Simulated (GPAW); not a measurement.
## ZnS (P6_3mc): refractive index against wavelength

The refractive index of ZnS (P6_3mc) along x below the direct gap (1.99 eV on the mesh) is read from one computed spectrum, n = √(Re ε). x, y and z are the Cartesian axes of the input cell.

Cell: a, b, c = 3.811, 3.811, 6.234 Å (primitive vectors), 4 atoms.

Method: GPAW 26.7.0, LDA, RPA, k-mesh 10×10×6, local fields up to 30 eV, Lorentzian half width 0.15 eV.

Launch of the response step: `OMP_NUM_THREADS=1 python df.py`. The run took 3.5 min, its band step included, on 1 thread of Arm Neoverse V1 (shared host).

```
wavelength (nm)  photon energy E (eV)       n
           3000                 0.413  2.4425
           2000                 0.620  2.4511
           1550                 0.800  2.4619
           1310                 0.946  2.4731
           1064                 1.165       ?
```

In the single-oscillator model n² − 1 = E₀E_d/(E₀² − E²), so 1/(n² − 1) = E₀/E_d − E²/(E₀E_d) is linear in E².

Working, on the rows shown:

| x = E² (eV²) | y = 1/(n² − 1) |
| --- | --- |
| 0.170801 | 0.201377 |
| 0.384302 | 0.199685 |
| 0.639837 | 0.197591 |
| 0.895757 | 0.195457 |

Means: x̄ = 0.52267, ȳ = 0.19853. Σ(x − x̄)(y − ȳ) = -0.002418, Σ(x − x̄)² = 0.2959. Slope = -0.002418 / 0.2959 = -0.008173; intercept = ȳ − slope · x̄ = 0.2028. Turned back into n, the line misses the rows shown by at most 0.00014.

Fill in the last column of the withheld row.

At x = 1.3578 the line gives y = 0.1917, that is 2.4933. The run gave 2.4947, so the extrapolation is off by 0.0014, 3 % of the range in the table.

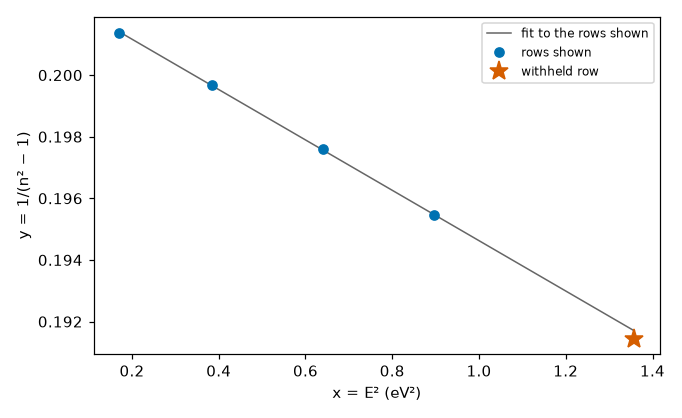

Refitted with all rows, the slope is -0.008377 and the intercept 0.20289. These give E₀ = √(intercept/−slope) = 4.92 eV and E_d = E₀/intercept = 24.3 eV; E₀ is 2.5 times the direct gap. The electronic limit at long wavelengths, without lattice vibrations, is n = √(1 + 1/intercept) = 2.435. The cell comes from an older database entry, whose edges can be off by a per cent or so. Excitons are left out; LDA gaps are as a rule too small. The values come from a sum over the points of one k-mesh and carry its error, which grows as the direct gap shrinks.

[Logs are printed without paths, hosts, clocks, repeated set-up lines and the standing remarks that a program may print on its own settings, such as how far it seeks lower states.]
